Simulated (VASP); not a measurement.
Crystal: MoSe₂, the geometry relaxed with VASP 6.6.1, VASP Kohn-Sham DFT of a periodic cell, RPBE with D4, VASP PAW PBE potentials, recommended.

```
Mo Se
1.0
     3.26061    0.00000    0.00000
    -1.63031    2.82377    0.00000
     0.00000    0.00000   12.52611
Mo Se
2 4
Cartesian
  1.6303 0.9413 9.3946
  0.0000 1.8825 3.1315
  1.6303 0.9413 4.8127
  0.0000 1.8825 11.0757
  1.6303 0.9413 1.4504
  0.0000 1.8825 7.7134
```

What does its first Brillouin zone look like, and which path through it is standard?

Answer. It has a primitive hexagonal lattice (hP; extended symbol hP2). The zone is a hexagonal prism in its combinatorial type: 8 faces (6 with 4 edges, 2 with 6 edges), 18 edges, 12 vertices. Path: Γ–M–K–Γ–A–L–H–A | L–M | H–K.

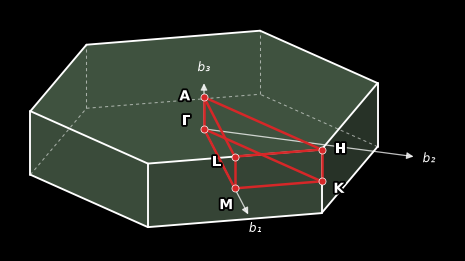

Labels and path follow the convention of Hinuma et al. (2017), as computed by seekpath; the arrows show the directions of the reciprocal primitive vectors b₁, b₂, b₃, in which coordinates are given; lengths include the factor 2π.

| point | k₁ | k₂ | k₃ | length of k (1/Å) |
| --- | --- | --- | --- | --- |
| Γ | 0 | 0 | 0 | 0.000 |
| A | 0 | 0 | 1/2 | 0.251 |
| K | 1/3 | 1/3 | 0 | 1.285 |
| H | 1/3 | 1/3 | 1/2 | 1.309 |
| M | 1/2 | 0 | 0 | 1.113 |
| L | 1/2 | 0 | 1/2 | 1.140 |
